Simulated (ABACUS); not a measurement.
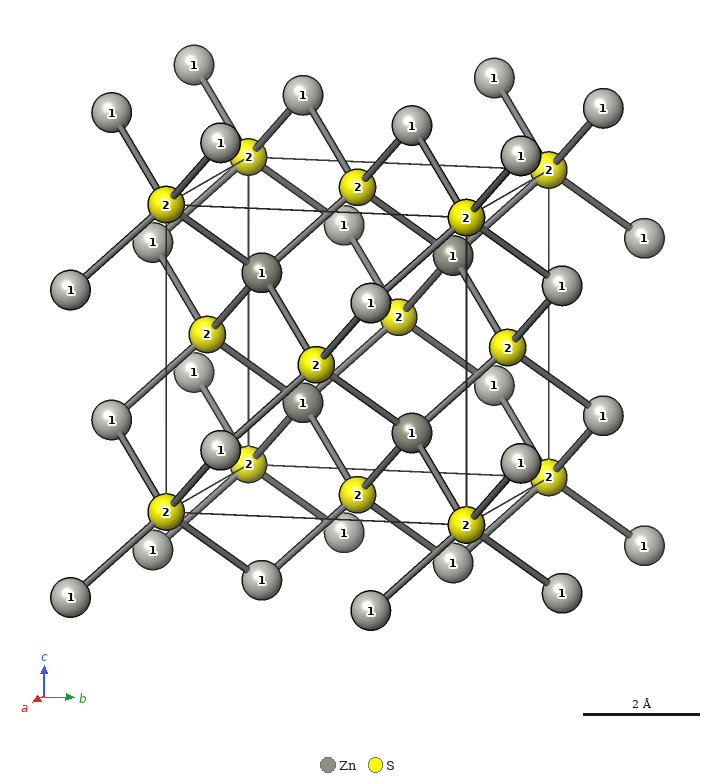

Fig. 1: The structure as given in the input (ball-and-stick view of the cell 4 times as large as that of the calculation, set on its symmetry axes, seen slightly off an axis; neighbours outside the cell are drawn fainter; atoms are numbered from 1 in the order of the input).

**Band-structure run of ZnS (part 1 of 2)**

System: ZnS (F-43m, 2 atoms in the cell).
Method: Kohn-Sham DFT of a periodic cell, HCTH407, SPMS ONCV 1.0 PBE, no spin polarisation (ABACUS 3.10.1).

The structure derives from an entry of the Crystallography Open Database.

The input
```
INPUT_PARAMETERS
suffix              ZnS
calculation         scf
basis_type          pw
pseudo_dir          ./
symmetry            1
dft_functional      GGA_XC_HCTH_407
ecutwfc             84
pseudo_rcut         7
nspin               1
nbands              23
ks_solver           dav
smearing_method     fd
smearing_sigma      0.00367493
scf_thr             1e-08
scf_nmax            100
mixing_type         broyden
mixing_beta         0.7
cal_force           1
cal_stress          1
out_chg             1
out_pot             2
out_elf             1
```

File STRU
```
ATOMIC_SPECIES
Zn 65.3800 30_Zn_20_1.9_2.3_pbe_n_v1.0.upf
S 32.0600 16_S_6_1.8_1.9_pbe_n_v1.0.upf

LATTICE_CONSTANT
1.8897261246

LATTICE_VECTORS
0.0000000000 2.7020000000 2.7020000000
2.7020000000 0.0000000000 2.7020000000
2.7020000000 2.7020000000 0.0000000000

ATOMIC_POSITIONS
Direct

Zn
0.0
1
0.7500000000 0.7500000000 0.7500000000 1 1 1

S
0.0
1
0.0000000000 0.0000000000 0.0000000000 1 1 1
```

File KPT
```
K_POINTS
0
Gamma
7 7 7 0 0 0
```

Hardware: 4 threads of Intel Xeon (Sapphire Rapids), 192 GiB of memory available, shared host.

Launched with:
```bash
OMP_NUM_THREADS=1 mpirun -np 4 abacus > log
```

Output
```
ABACUS v3.10.1

               Atomic-orbital Based Ab-initio Computation at UStc

 ------------------------------------------------------------------------------------

 READING GENERAL INFORMATION
                           global_out_dir = OUT.ZnS/
                           global_in_card = INPUT
                               pseudo_dir = ./
                              orbital_dir =
                                    DSIZE = 4
                                    GSIZE = 1

 READING UNITCELL INFORMATION
                                    ntype = 2
                  lattice constant (Bohr) = 1.88973
              lattice constant (Angstrom) = 1

 READING ATOM TYPE 1
                               atom label = Zn
                      L=0, number of zeta = 1
                      L=1, number of zeta = 1
                      L=2, number of zeta = 1
             number of atom for this type = 1

 READING ATOM TYPE 2
                               atom label = S
                      L=0, number of zeta = 1
                      L=1, number of zeta = 1
                      L=2, number of zeta = 1
             number of atom for this type = 1

                        TOTAL ATOM NUMBER = 2
DIRECT COORDINATES
    atom                   x                   y                   z     mag                  vx                  vy                  vz
taud_Zn1            0.7500000000        0.7500000000        0.7500000000  0.0000        0.0000000000        0.0000000000        0.0000000000
taud_S1            0.0000000000        0.0000000000        0.0000000000  0.0000        0.0000000000        0.0000000000        0.0000000000

                          Volume (Bohr^3) = 266.246
                             Volume (A^3) = 39.4535

 Lattice vectors: (Cartesian coordinate: in unit of a_0)
                   +0              +2.702              +2.702
               +2.702                  +0              +2.702
               +2.702              +2.702                  +0
 Reciprocal vectors: (Cartesian coordinate: in unit of 2 pi/a_0)
            -0.185048           +0.185048           +0.185048
            +0.185048           -0.185048           +0.185048
            +0.185048           +0.185048           -0.185048
 The esolver type has been set to : ksdft_pw

                PAO radial cut off (Bohr) = 7

 Read in pseudopotential file is 30_Zn_20_1.9_2.3_pbe_n_v1.0.upf
                     pseudopotential type = NC
          exchange-correlation functional = PBE
                 nonlocal core correction = 1
                        valence electrons = 20
                                     lmax = 2
                           number of zeta = 4
                     number of projectors = 6
                           L of projector = 0
                           L of projector = 0
                           L of projector = 1
                           L of projector = 1
                           L of projector = 2
                           L of projector = 2
 XC functional updated to : GGA_XC_HCTH_407
          exchange-correlation functional = GGA_XC_HCTH_407
                PAO radial cut off (Bohr) = 7

 Read in pseudopotential file is 16_S_6_1.8_1.9_pbe_n_v1.0.upf
                     pseudopotential type = NC
          exchange-correlation functional = PBE
                 nonlocal core correction = 1
                        valence electrons = 6
                                     lmax = 2
                           number of zeta = 2
                     number of projectors = 6
                           L of projector = 0
                           L of projector = 0
                           L of projector = 1
                           L of projector = 1
                           L of projector = 2
                           L of projector = 2
 XC functional updated to : GGA_XC_HCTH_407
          exchange-correlation functional = GGA_XC_HCTH_407
     initial pseudo atomic orbital number = 14

 SETUP THE ELECTRONS NUMBER
            electron number of element Zn = 20
      total electron number of element Zn = 20
             electron number of element S = 6
       total electron number of element S = 6
            AUTOSET number of electrons:  = 26
                           occupied bands = 13
                                   NBANDS = 23
                                   NLOCAL = 18

%%%%%%%%%%%%%%%%%%%%%%%%%%%%%%%%%%%%%%%%%%%%%%%%%%%%%%%%%%%%%%%%%%%%%%%%%%%%%%%%%%%%%%%%%%%%%%%%%%%%%%%%%%
 Warning: the number of valence electrons in pseudopotential > 12 for Zn: [Ar] 3d10 4s2
 Pseudopotentials with additional electrons can yield (more) accurate outcomes, but may be less efficient.
 If you're confident that your chosen pseudopotential is appropriate, you can safely ignore this warning.
%%%%%%%%%%%%%%%%%%%%%%%%%%%%%%%%%%%%%%%%%%%%%%%%%%%%%%%%%%%%%%%%%%%%%%%%%%%%%%%%%%%%%%%%%%%%%%%%%%%%%%%%%%

 SETUP THE PLANE WAVE BASIS
 energy cutoff for charge/potential (unit:Ry) = 336
            fft grid for charge/potential = [ 45, 45, 45 ]
                        fft grid division = [ 1, 1, 1 ]
        big fft grid for charge/potential = [ 45, 45, 45 ]
                                     nbxx = 24300
                                     nrxx = 24300

 SETUP PLANE WAVES FOR CHARGE/POTENTIAL
                    number of plane waves = 27581
                         number of sticks = 1201

 PARALLEL PW FOR CHARGE/POTENTIAL
     PROC   COLUMNS(POT)             PW
        1            300           6895
        2            300           6895
        3            300           6895
        4            301           6896
 --------------- sum -------------------
        4           1201          27581
                            number of |g| = 295
                                  max |g| = 30.2706
                                  min |g| = 0.102728

----------- Double Check Mixing Parameters Begin ------------
mixing_type: broyden
mixing_beta: 0.7
mixing_gg0: 1
mixing_gg0_min: 0.1
mixing_ndim: 8
----------- Double Check Mixing Parameters End ------------

 LATTICE VECTORS: (CARTESIAN COORDINATE: IN UNIT OF A0)
                   +0              +2.702              +2.702
               +2.702                  +0              +2.702
               +2.702              +2.702                  +0
                       right hand lattice = 1
                                   NORM_A = 3.82121
                                   NORM_B = 3.82121
                                   NORM_C = 3.82121
                           ALPHA (DEGREE) = 60
                           BETA  (DEGREE) = 60
                           GAMMA (DEGREE) = 60

 The lattice vectors have been changed (STRU_SIMPLE.cif)

(for optimal symmetric configuration:)
                             BRAVAIS TYPE = 3
                     BRAVAIS LATTICE NAME = 03. Cubic F (face-centered)
                                    ibrav = 3
                                    IBRAV = 3
                                  BRAVAIS = FACE CENTERED CUBIC
                       LATTICE CONSTANT A = 5.404
Original cell was already a primitive cell.
                        ROTATION MATRICES = 48
              PURE POINT GROUP OPERATIONS = 24
                   SPACE GROUP OPERATIONS = 24
                                       C2 = 3
                                       C3 = 8
                                       C4 = 0
                                       C6 = 0
                                       S1 = 6
                                       S3 = 0
                                       S4 = 6
                                       S6 = 0
                              POINT GROUP = T_d
                                       C2 = 3
                                       C3 = 8
                                       C4 = 0
                                       C6 = 0
                                       S1 = 6
                                       S3 = 0
                                       S4 = 6
                                       S6 = 0
               POINT GROUP IN SPACE GROUP = T_d

 SETUP K-POINTS
                                    nspin = 1
                   Input type of k points = Monkhorst-Pack(Gamma)
                                   nkstot = 343
                       right hand lattice = 1
(for reciprocal lattice: )
                             BRAVAIS TYPE = 2
                     BRAVAIS LATTICE NAME = 02. Cubic I (body-centered)
                                    ibrav = 2
                       right hand lattice = 1
(for k-lattice: )
                             BRAVAIS TYPE = 2
                     BRAVAIS LATTICE NAME = 02. Cubic I (body-centered)
                                    ibrav = 2
                       right hand lattice = 1
                        ROTATION MATRICES = 48
                               nkstot_ibz = 20
K-POINTS REDUCTION ACCORDING TO SYMMETRY
     IBZ    DIRECT_X    DIRECT_Y    DIRECT_Z  WEIGHT  ibz2bz
       1  0.00000000  0.00000000  0.00000000  0.0029       0
       2  0.14285714  0.14285714  0.14285714  0.0233       1
       3  0.28571429  0.28571429  0.28571429  0.0233       2
       4  0.42857143  0.42857143  0.42857143  0.0233       3
       5  0.14285714  0.14285714  0.00000000  0.0175       8
       6  0.28571429  0.14285714  0.28571429  0.0700       9
       7  0.42857143  0.28571429  0.42857143  0.0700      10
       8 -0.42857143  0.42857143  0.42857143  0.0700      11
       9  0.42857143  0.28571429  0.28571429  0.0700      12
      10  0.28571429  0.14285714  0.14285714  0.0350      13
      11  0.28571429  0.28571429  0.00000000  0.0175      16
      12  0.42857143  0.42857143  0.14285714  0.0700      17
      13 -0.28571429  0.42857143  0.42857143  0.0700      18
      14 -0.42857143  0.28571429  0.28571429  0.0350      19
      15  0.42857143  0.42857143  0.00000000  0.0175      24
      16 -0.14285714  0.42857143  0.42857143  0.0350      25
      17  0.42857143  0.28571429  0.14285714  0.0700      66
      18 -0.42857143  0.42857143  0.28571429  0.1399      67
      19 -0.42857143  0.42857143  0.14285714  0.0700      74
      20 -0.28571429  0.42857143  0.28571429  0.0700      75

                               nkstot now = 20
[... K-POINTS DIRECT COORDINATES: 20 rows ...]

           k-point number in this process = 20
       minimum distributed K point number = 20
[... stars of the k points ...]

[... K-POINTS CARTESIAN COORDINATES: 20 rows ...]

[... K-POINTS DIRECT COORDINATES: 20 rows ...]

 SETUP PLANE WAVES FOR WAVE FUNCTIONS
     energy cutoff for wavefunc (unit:Ry) = 84
              fft grid for wave functions = [ 45, 45, 45 ]
                    number of plane waves = 4573
                         number of sticks = 361

 PARALLEL PW FOR WAVE FUNCTIONS
     PROC   COLUMNS(POT)             PW
        1             91           1145
        2             90           1142
        3             90           1142
        4             90           1144
 --------------- sum -------------------
        4            361           4573

 SETUP NONLOCAL PSEUDOPOTENTIALS IN PLANE WAVE BASIS
 Zn non-local projectors:
 projector 1 L=0
 projector 2 L=0
 projector 3 L=1
 projector 4 L=1
 projector 5 L=2
 projector 6 L=2
 S non-local projectors:
 projector 1 L=0
 projector 2 L=0
 projector 3 L=1
 projector 4 L=1
 projector 5 L=2
 projector 6 L=2
      TOTAL NUMBER OF NONLOCAL PROJECTORS = 36

 Init Non-Local PseudoPotential table :
 Init Non-Local-Pseudopotential done.

                                     npwx = 874

 Make real space PAO into reciprocal space.
       max mesh points in Pseudopotential = 701
     dq(describe PAO in reciprocal space) = 0.01
                                    max q = 1104

 number of pseudo atomic orbitals for Zn is 4
WARNING: norm of atomic wavefunction # 3 of atomic type Zn is 0.999997, renormalized
WARNING: norm of atomic wavefunction # 4 of atomic type Zn is 0.998385, renormalized

 number of pseudo atomic orbitals for S is 2
WARNING: norm of atomic wavefunction # 1 of atomic type S is 0.999996, renormalized
WARNING: norm of atomic wavefunction # 2 of atomic type S is 0.999693, renormalized

 -------------------------------------------
 SELF-CONSISTENT
 -------------------------------------------
                                 init_chg = atomic

 PW ALGORITHM --------------- ION=   1  ELEC=   1--------------------------------
 Notice: Threshold on eigenvalues was too large.
 hsover_error=0.26 > DRHO=0.120271
 Origin diag ethr = 0.01
 New diag ethr = 0.000462582

 Density error is 0.121516002084
                          Error Threshold = 0.00046258152129
----------------------------------------------------------
     Energy           Rydberg                 eV
```
